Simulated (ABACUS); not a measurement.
**Run report: C, single-point calculation at one volume of an equation of state (part 2 of 2)**

The same run, continued: C (Fd-3m, 2 atoms in the cell); Kohn-Sham DFT of a periodic cell, SCAN, SG15 ONCV 1.2 PBE, no spin polarisation (ABACUS 3.10.1); cutoff 1292.54 eV, 8×8×8 k-mesh, fermi-dirac of 0.05 eV. The structure derives from an entry of the Crystallography Open Database. It belongs to a series of runs on one base structure; here: volume scaled by 1.02.

Geometry of the input (Å; fractional positions):
```
0.0000  1.7952  1.7952
1.7952  0.0000  1.7952
1.7952  1.7952  0.0000
C  0.2500  0.2500  0.2500
C  0.0000  0.0000  0.0000
```

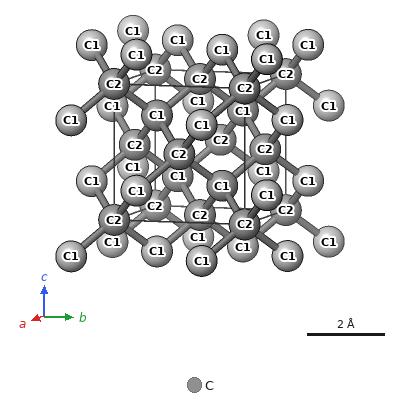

*The structure (ball-and-stick view of the cell 4 times as large as that of the calculation, set on its symmetry axes, seen slightly off an axis; neighbours outside the cell are drawn fainter; atoms are numbered from 1 in the order of the input).*

## Output, continued
```
(for optimal symmetric configuration:)
                             BRAVAIS TYPE = 3
                     BRAVAIS LATTICE NAME = 03. Cubic F (face-centered)
                                    ibrav = 3
                                    IBRAV = 3
                                  BRAVAIS = FACE CENTERED CUBIC
                       LATTICE CONSTANT A = 3.59036
Original cell was already a primitive cell.
                        ROTATION MATRICES = 48
              PURE POINT GROUP OPERATIONS = 24
                   SPACE GROUP OPERATIONS = 48
                                       C2 = 3
                                       C3 = 8
                                       C4 = 0
                                       C6 = 0
                                       S1 = 6
                                       S3 = 0
                                       S4 = 6
                                       S6 = 0
                              POINT GROUP = T_d
               POINT GROUP IN SPACE GROUP = O_h

 SETUP K-POINTS
                                    nspin = 1
                   Input type of k points = Monkhorst-Pack(Gamma)
                                   nkstot = 512
                       right hand lattice = 1
(for reciprocal lattice: )
                             BRAVAIS TYPE = 2
                     BRAVAIS LATTICE NAME = 02. Cubic I (body-centered)
                                    ibrav = 2
                       right hand lattice = 1
(for k-lattice: )
                             BRAVAIS TYPE = 2
                     BRAVAIS LATTICE NAME = 02. Cubic I (body-centered)
                                    ibrav = 2
                       right hand lattice = 1
                        ROTATION MATRICES = 48
                               nkstot_ibz = 29
K-POINTS REDUCTION ACCORDING TO SYMMETRY
     IBZ    DIRECT_X    DIRECT_Y    DIRECT_Z  WEIGHT  ibz2bz
       1  0.00000000  0.00000000  0.00000000  0.0020       0
       2  0.12500000  0.12500000  0.12500000  0.0156       1
       3  0.25000000  0.25000000  0.25000000  0.0156       2
       4  0.37500000  0.37500000  0.37500000  0.0156       3
       5  0.50000000  0.50000000  0.50000000  0.0078       4
       6  0.12500000  0.12500000  0.00000000  0.0117       9
       7  0.25000000  0.25000000  0.12500000  0.0469      10
       8  0.37500000  0.37500000  0.25000000  0.0469      11
       9  0.50000000  0.50000000  0.37500000  0.0469      12
      10  0.50000000  0.37500000  0.37500000  0.0469      13
      11  0.37500000  0.25000000  0.25000000  0.0469      14
      12  0.12500000  0.12500000  0.25000000  0.0234      15
      13  0.25000000  0.25000000  0.00000000  0.0117      18
      14  0.37500000  0.37500000  0.12500000  0.0469      19
      15  0.50000000  0.50000000  0.25000000  0.0469      20
      16 -0.37500000  0.37500000  0.37500000  0.0469      21
      17  0.50000000  0.25000000  0.25000000  0.0234      22
      18  0.37500000  0.37500000  0.00000000  0.0117      27
      19  0.50000000  0.50000000  0.12500000  0.0469      28
      20 -0.25000000  0.37500000  0.37500000  0.0234      29
      21  0.50000000  0.50000000  0.00000000  0.0059      36
      22  0.37500000  0.25000000  0.12500000  0.0469      83
      23  0.50000000  0.37500000  0.25000000  0.0938      84
      24  0.50000000  0.37500000 -0.37500000  0.0469      85
      25  0.50000000  0.37500000  0.12500000  0.0469      92
      26  0.50000000  0.37500000 -0.25000000  0.0938      93
      27 -0.37500000  0.37500000  0.25000000  0.0469      94
      28 -0.12500000  0.50000000  0.37500000  0.0234     101
      29  0.50000000  0.25000000 -0.25000000  0.0117     166

                               nkstot now = 29
[... K-POINTS DIRECT COORDINATES: 29 rows ...]

           k-point number in this process = 8
       minimum distributed K point number = 7
[... stars of the k points ...]

[... K-POINTS CARTESIAN COORDINATES: 8 rows ...]

[... K-POINTS DIRECT COORDINATES: 8 rows ...]

 SETUP PLANE WAVES FOR WAVE FUNCTIONS
     energy cutoff for wavefunc (unit:Ry) = 95
              fft grid for wave functions = [ 30, 30, 30 ]
                    number of plane waves = 1471
                         number of sticks = 169

 PARALLEL PW FOR WAVE FUNCTIONS
     PROC   COLUMNS(POT)             PW
        1            169           1471
 --------------- sum -------------------
        1            169           1471

 SETUP NONLOCAL PSEUDOPOTENTIALS IN PLANE WAVE BASIS
 C non-local projectors:
 projector 1 L=0
 projector 2 L=0
 projector 3 L=1
 projector 4 L=1
      TOTAL NUMBER OF NONLOCAL PROJECTORS = 16

 Init Non-Local PseudoPotential table :
 Init Non-Local-Pseudopotential done.

                                     npwx = 1243

 -------------------------------------------
 SELF-CONSISTENT
 -------------------------------------------
                                 init_chg = atomic

 PW ALGORITHM --------------- ION=   1  ELEC=   1--------------------------------

 Density error is 0.0848509102382
                          Error Threshold = 0.01
----------------------------------------------------------
     Energy           Rydberg                 eV
----------------------------------------------------------
 E_KohnSham     -22.7399006875       -309.3922213037
 E_Harris       -22.1343751673       -301.1536239447
 E_Fermi        1.0706253709         14.5666054681
----------------------------------------------------------

 PW ALGORITHM --------------- ION=   1  ELEC=   2--------------------------------

 Density error is 0.0110421270294
                          Error Threshold = 0.00106063637798
----------------------------------------------------------
     Energy           Rydberg                 eV
----------------------------------------------------------
 E_KohnSham     -22.7536221571       -309.5789114750
 E_Harris       -22.6020018159       -307.5160109020
 E_Fermi        1.1267421996         15.3301140913
----------------------------------------------------------

 PW ALGORITHM --------------- ION=   1  ELEC=   3--------------------------------

 Density error is 0.000394891703694
                          Error Threshold = 0.000138026587867
----------------------------------------------------------
     Energy           Rydberg                 eV
----------------------------------------------------------
 E_KohnSham     -22.7551602780       -309.5998386846
 E_Harris       -22.7908033648       -310.0847877594
 E_Fermi        1.1600120333         15.7827734020
----------------------------------------------------------

 PW ALGORITHM --------------- ION=   1  ELEC=   4--------------------------------

 Density error is 1.19915883617e-05
                          Error Threshold = 4.93614629617e-06
----------------------------------------------------------
     Energy           Rydberg                 eV
----------------------------------------------------------
 E_KohnSham     -22.7552012869       -309.6003966391
 E_Harris       -22.7587179663       -309.6482435167
 E_Fermi        1.1554175169         15.7202617986
----------------------------------------------------------

 PW ALGORITHM --------------- ION=   1  ELEC=   5--------------------------------

 Density error is 1.31999936281e-07
                          Error Threshold = 1.49894854521e-07
----------------------------------------------------------
     Energy           Rydberg                 eV
----------------------------------------------------------
 E_KohnSham     -22.7552049135       -309.6004459810
 E_Harris       -22.7552256998       -309.6007287933
 E_Fermi        1.1554022234         15.7200537196
----------------------------------------------------------

 PW ALGORITHM --------------- ION=   1  ELEC=   6--------------------------------

 Density error is 1.35718819654e-08
                          Error Threshold = 1.64999920351e-09
----------------------------------------------------------
     Energy           Rydberg                 eV
----------------------------------------------------------
 E_KohnSham     -22.7552048156       -309.6004446496
 E_Harris       -22.7550174866       -309.5978959069
 E_Fermi        1.1553651749         15.7195496490
----------------------------------------------------------

 PW ALGORITHM --------------- ION=   1  ELEC=   7--------------------------------

 Density error is 1.04228350825e-09
                          Error Threshold = 1.69648524567e-10
----------------------------------------------------------
     Energy           Rydberg                 eV
----------------------------------------------------------
 E_KohnSham     -22.7552048286       -309.6004448267
 E_KS(sigma->0) -22.7552048286       -309.6004448267
 E_Harris       -22.7551682954       -309.5999477670
 E_band         2.1276986585         28.9488253827
 E_one_elec     7.7484194688         105.4226552703
 E_Hartree      1.9629378114         26.7071390542
 E_xc           -7.0601330007        -96.0580374476
 E_Ewald        -25.4064291081       -345.6722017036
 E_entropy(-TS) -0.0000000000        -0.0000000000
 E_descf        0.0000000000         0.0000000000
 E_exx          0.0000000000         0.0000000000
 E_Fermi        1.1554036503         15.7200731342
----------------------------------------------------------

 charge density convergence is achieved
 final etot is -309.60044483 eV
 EFERMI = 15.720073134 eV

 STATE ENERGY(eV) AND OCCUPATIONS    NSPIN == 1
 1/8 kpoint (Cartesian) = 0.0000 0.0000 0.0000 (1243 pws)
       1       -9.37278     0.00390625
       2        12.9128     0.00390625
       3        12.9128     0.00390625
       4        12.9128     0.00390625
       5        19.0074    1.09154e-31
       6        19.0074    1.09154e-31
       7        19.0074    1.09154e-31
       8        26.2960        0.00000

 2/8 kpoint (Cartesian) = 0.034815 0.034815 0.034815 (1230 pws)
       1       -8.92934      0.0312500
       2        10.4265      0.0312500
       3        12.2592      0.0312500
       4        12.2592      0.0312500
       5        19.8836    2.14451e-38
       6        19.8836    2.14451e-38
       7        20.2334    1.96143e-41
       8        26.8066        0.00000

 3/8 kpoint (Cartesian) = 0.069631 0.069631 0.069631 (1227 pws)
       1       -7.61471      0.0312500
       2        6.09885      0.0312500
       3        11.1458      0.0312500
       4        11.1458      0.0312500
       5        21.2736    1.80830e-50
       6        21.2736    1.80830e-50
       7        21.3270    6.22324e-51
       8        28.1138        0.00000

 4/8 kpoint (Cartesian) = 0.10445 0.10445 0.10445 (1221 pws)
       1       -5.51287      0.0312500
       2        1.89615      0.0312500
       3        10.3415      0.0312500
       4        10.3415      0.0312500
       5        21.7248    2.17971e-54
       6        21.8964    7.04715e-56
       7        21.8964    7.04715e-56
       8        29.2519        0.00000

 5/8 kpoint (Cartesian) = 0.13926 0.13926 0.13926 (1224 pws)
       1       -3.57892      0.0156250
       2      -0.772784      0.0156250
       3        10.0604      0.0156250
       4        10.0604      0.0156250
       5        21.8225    1.54413e-55
       6        21.9732    7.59049e-57
       7        21.9732    7.59049e-57
       8        29.5604        0.00000

 6/8 kpoint (Cartesian) = 0.0000 0.0000 0.069631 (1235 pws)
       1       -8.78163      0.0234375
       2        11.1804      0.0234375
       3        11.1804      0.0234375
       4        11.4790      0.0234375
       5        18.5388    7.70690e-27
       6        21.2700    1.45923e-50
       7        21.2700    1.45923e-50
       8        26.4663        0.00000

[... levels at 2 further k points ...]

------------------------------------------------------------------------------------------
 TOTAL-FORCE (eV/Angstrom)
------------------------------------------------------------------------------------------
                        C1         0.0000000000         0.0000000000         0.0000000000
                        C2         0.0000000000         0.0000000000         0.0000000000
------------------------------------------------------------------------------------------

----------------------------------------------------------------
 TOTAL-STRESS (KBAR)
----------------------------------------------------------------
      -123.9697648057         0.0000000000         0.0000000000
         0.0000000000      -123.9697648057        -0.0000000000
         0.0000000000        -0.0000000000      -123.9697648057
----------------------------------------------------------------
 TOTAL-PRESSURE: -123.969765 KBAR

 --------------------------------------------
 !FINAL_ETOT_IS -309.6004448267427165 eV
 --------------------------------------------
```

## Standard output
```
ABACUS v3.10.1

               Atomic-orbital Based Ab-initio Computation at UStc

 dft_functional readin is: scan
 dft_functional in pseudopot file is: PBE
 Please make sure this is what you need
 UNIFORM GRID DIM        : 30 * 30 * 30
 UNIFORM GRID DIM(BIG)   : 30 * 30 * 30
 ---------------------------------------------------------
 Self-consistent calculations for electrons
 ---------------------------------------------------------
 SPIN    KPOINTS         PROCESSORS  THREADS
 1       29              4           4
 ---------------------------------------------------------
 Use plane wave basis
 ---------------------------------------------------------
 ELEMENT NATOM       XC
 C       2
 ---------------------------------------------------------
 Initial plane wave basis and FFT box
 ---------------------------------------------------------
 -------------------------------------------
 SELF-CONSISTENT :
 -------------------------------------------
 START CHARGE      : atomic
 ITER       ETOT/eV          EDIFF/eV         DRHO         DKIN     TIME/s
 DA1     -3.09392221e+02   0.00000000e+00   8.4851e-02   2.2813e-01   1.03
 DA2     -3.09578911e+02  -1.86690171e-01   1.1042e-02   2.2968e-02   0.47
 DA3     -3.09599839e+02  -2.09272096e-02   3.9489e-04   1.0730e-02   0.53
 DA4     -3.09600397e+02  -5.57954491e-04   1.1992e-05   1.6801e-03   0.46
 DA5     -3.09600446e+02  -4.93418601e-05   1.3200e-07   2.2493e-04   0.53
 DA6     -3.09600445e+02   1.33132555e-06   1.3572e-08   9.0990e-05   0.55
 DA7     -3.09600445e+02  -1.77110312e-07   1.0423e-09   9.3782e-05   0.55
----------------------------------------------------------------
 TOTAL-STRESS (KBAR)
----------------------------------------------------------------
      -123.9697648057         0.0000000000         0.0000000000
         0.0000000000      -123.9697648057        -0.0000000000
         0.0000000000        -0.0000000000      -123.9697648057
----------------------------------------------------------------
 TOTAL-PRESSURE: -123.969765 KBAR
```

## Summary

| quantity | value |
| --- | --- |
| outcome | converged |
| space group (tolerance 0.01 Å) | Fd-3m (227) |
| electrons treated | 8 |
| free energy | −309.6004 eV |
| Fermi energy | 15.720 eV |
| gap on the k-point mesh | 4.43 eV |
| pressure | −12.40 GPa |
| largest force (length of the vector) | under 0.001 eV/Å |
| wall time | 5 s (CPU time 18 s) |
| peak memory | 0.36 GiB |

## Remarks

The cell is under a tension of 12.4 GPa at this level, so it is not at its equilibrium volume.
